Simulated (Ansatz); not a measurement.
The calculation's input:

```
crystal:
  lattice:
    - [0.0, 1.8075, 1.8075]
    - [1.8075, 0.0, 1.8075]
    - [1.8075, 1.8075, 0.0]
  atoms:
    - { symbol: Cu, position: [0.0, 0.0, 0.0] }
hamiltonian:
  xc: revpbe
  pseudopotentials: { kind: paw }
  dispersion: d3bj
kpoints:
  mp_grid: { grid: [13, 13, 13] }
scf:
  occupations: { method: fermi_dirac, width: 0.05 }
output:
  forces: true
  stress: true
  write_density: true
  write_potential: true
  elf: true
  volumetric_format: npy
relax:
  f_tol: 0.01
  max_steps: 40
  cell: { stress_tol: 0.05 }
```

Launched as:

```sh
ansatz run input.yaml --threads 2 --pin off --max-ram 5632MiB --backend cpu --events-out ev --progress --plain --runs-dir out
```

Below, planes, directions and counts refer to the conventional cell (a = 3.53 Å, b = 3.53 Å, c = 3.53 Å, α = 90.00°, β = 90.00°, γ = 90.00°).

The fields are those of the relaxed geometry.

Space group Fm-3m.

These are results of Ansatz, Kohn-Sham DFT of a periodic cell, revPBE with D3(BJ), Ansatz PAW, not measurements.

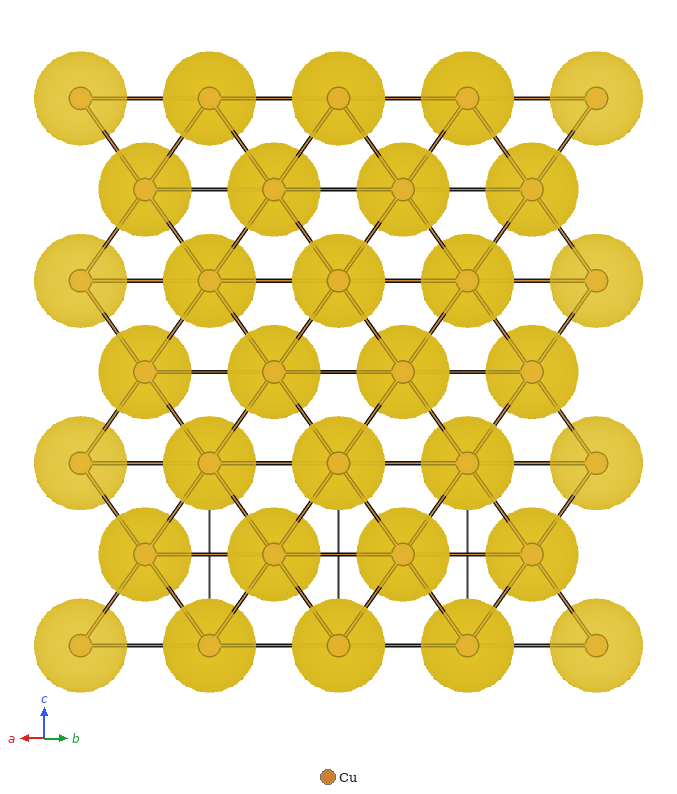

Cu. Isosurface of the valence electron density at 0.6 e/Å³ (yellow), seen along [110]. Sticks mark near contacts.

What does this surface tell about the bonding?

At this value the density breaks into separate islands; it holds about 85 % of the electrons treated as valence (semicore included). It bridges none of the near contacts. It is pinched off along the shortest Cu–Cu (2.50 Å) contacts. On the grid the lowest density along these lines, outside the cores, is 0.3 e/Å³ (Cu–Cu, 2.50 Å).

Metal or insulator at this level of theory?

It is gapless in this calculation (a metal or semimetal).
